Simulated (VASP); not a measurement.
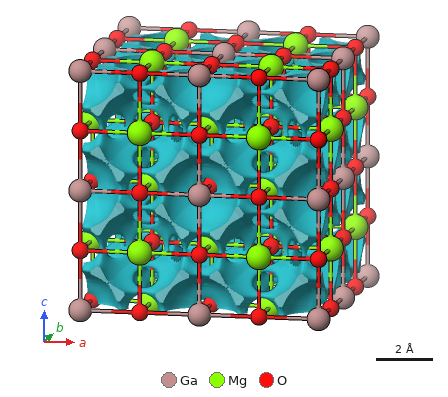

The teal surface encloses the points that the centre of a probe sphere of radius 0.15 Å can occupy in Mg₃GaO₄ in space group Pm-3m, computed on a grid of about 0.12 Å (2×2×2 cells shown, view slightly off an axis; pale faces close the region where the box cuts it).

Hard-sphere model; covalent radii (Cordero): Ga 1.22 Å, Mg 1.41 Å, O 0.66 Å.

The cell is taken from a cell listed in the Materials Project, as set up for an electronic-structure calculation.

```yaml
crystal:
  lattice:
    - [4.36349, 0.00000, 0.00000]
    - [0.00000, 4.36349, 0.00000]
    - [0.00000, 0.00000, 4.36349]
  atoms:
    - { symbol: Ga, position: [0.00000, 0.00000, 0.00000] }
    - { symbol: Mg, position: [0.50000, 0.50000, 0.00000] }
    - { symbol: Mg, position: [0.50000, 0.00000, 0.50000] }
    - { symbol: Mg, position: [0.00000, 0.50000, 0.50000] }
    - { symbol: O, position: [0.00000, 0.50000, 0.00000] }
    - { symbol: O, position: [0.00000, 0.00000, 0.50000] }
    - { symbol: O, position: [0.50000, 0.50000, 0.50000] }
    - { symbol: O, position: [0.50000, 0.00000, 0.00000] }
```

Do these regions connect?

Answer. Where they connect, they form a three-dimensional network.

What share of the cell can the probe's centre reach?

Answer. About 20 % of the volume (17 Å³ of 83.1 Å³).

Give the largest included and the largest free sphere.

Answer. The largest sphere that fits anywhere has a diameter of 1.06 Å; the largest that can travel through the crystal, about 0.5 Å.

How does the connectivity change as the probe shrinks?

Answer. Below a radius of about 0.26 Å the space forms a three-dimensional network. These are grid estimates, good to about 0.05 Å.
